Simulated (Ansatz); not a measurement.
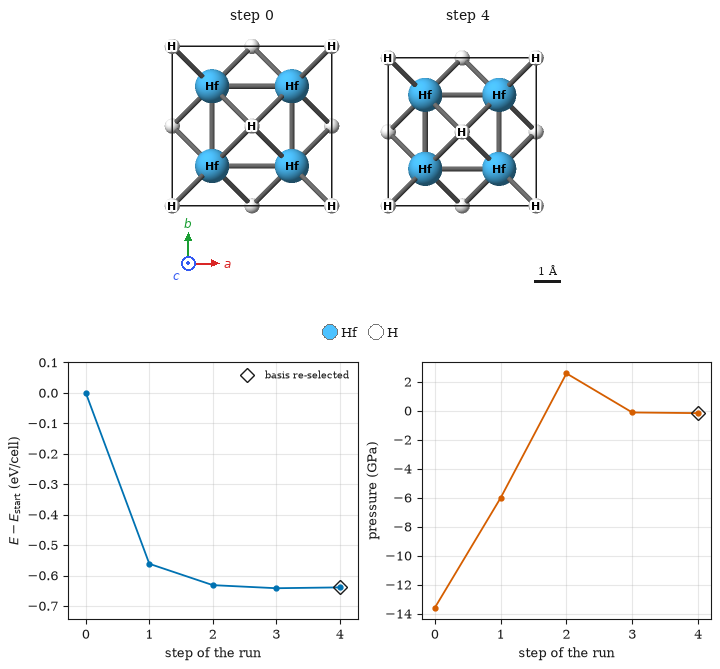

First and last geometry of a relaxation of a crystal of Hf2H (a generated structure, set up in Fm-3m) (coarse preliminary run), with the history of the run. Style: ball-and-stick. Shown: the conventional cell (4 times the calculation's cell), along the c axis. Lengths and directions refer to the drawn axes.

Method: DFT PBE, scalar-relativistic, plane waves, PAW (Ansatz 0.2.0). Set-up: plane-wave cutoff 420 eV; k-point mesh 6 × 6 × 6; occupations gaussian; smearing width 0.1 eV; no spin polarisation; cell and atoms relaxed; force threshold 0.04 eV/Å; at most 70 steps.

**What do the curves and the structures tell?**

It converged. The atoms keep their places relative to the cell (all moves are under 0.005 Å). The drawn cell changes as follows: a = b = c 6.296 → 5.840 Å (−7.2 %); the volume changes by −20.2 %. Near-neighbour distances that change, for instance: Hf–Hf 3.148 → 2.920 Å, H–Hf 2.726 → 2.529 Å. The space group stays Fm-3m (No. 225). After 3 accepted moves (4 points after the start) the energy has fallen by 0.639 eV per cell of the calculation. All forces vanish by symmetry, so only the cell relaxes. Pressure: −13.59 GPa at the start and −0.16 GPa at the end. At 1 point the geometry stayed and the basis and grid were re-selected for the new cell (energy shift of 2.7 meV per cell of the calculation at most each time).
